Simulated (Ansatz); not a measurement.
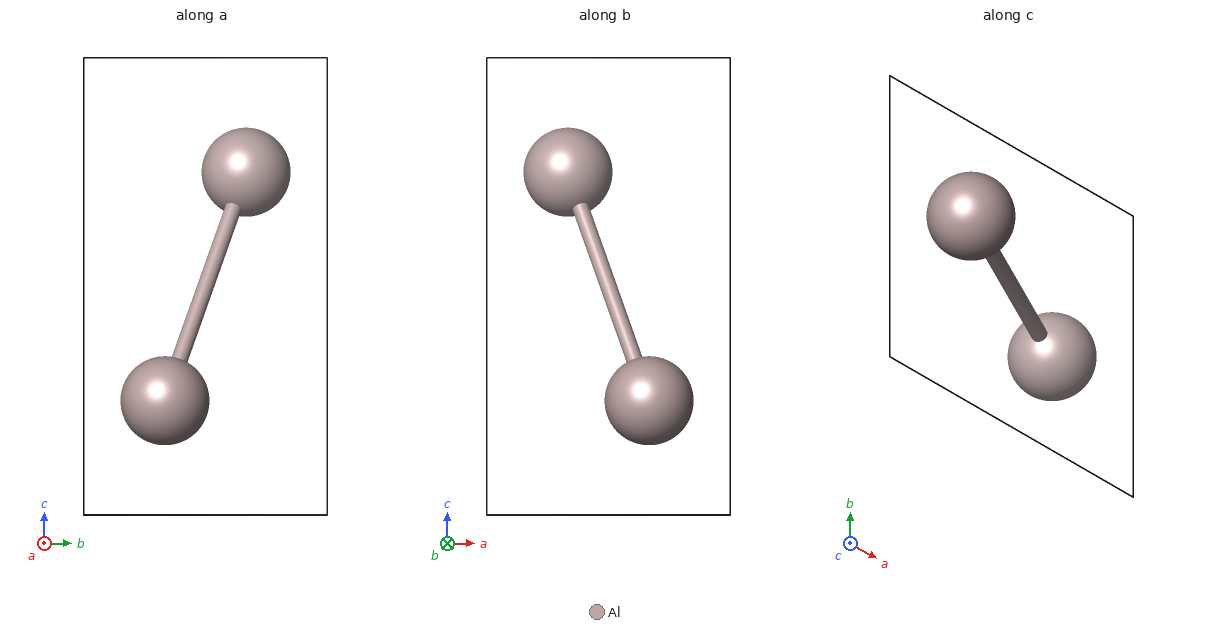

This ball-and-stick model is shown along the a axis, along the b axis and along the c axis. The conventional unit cell is outlined; an atom on or near a face, edge or corner is repeated at each equivalent position.

Lattice parameters: a = 2.869 Å, b = 2.869 Å, c = 4.667 Å, α = 90.00°, β = 90.00°, γ = 120.00°. Put a along x and b in the xy plane.

### Give the atomic positions as a POSCAR file.

```
Al
1.0
     2.869    0.000    0.000
    -1.435    2.485    0.000
     0.000    0.000    4.667
Al
2
Direct
  0.3333 0.6667 0.7500
  0.6667 0.3333 0.2500
```

It derives from a structure type filled with this element by a generator (whether the element takes this form wasn't checked). The final geometry of a relaxation with Ansatz, DFT PBE, scalar-relativistic, plane waves, PAW is shown.
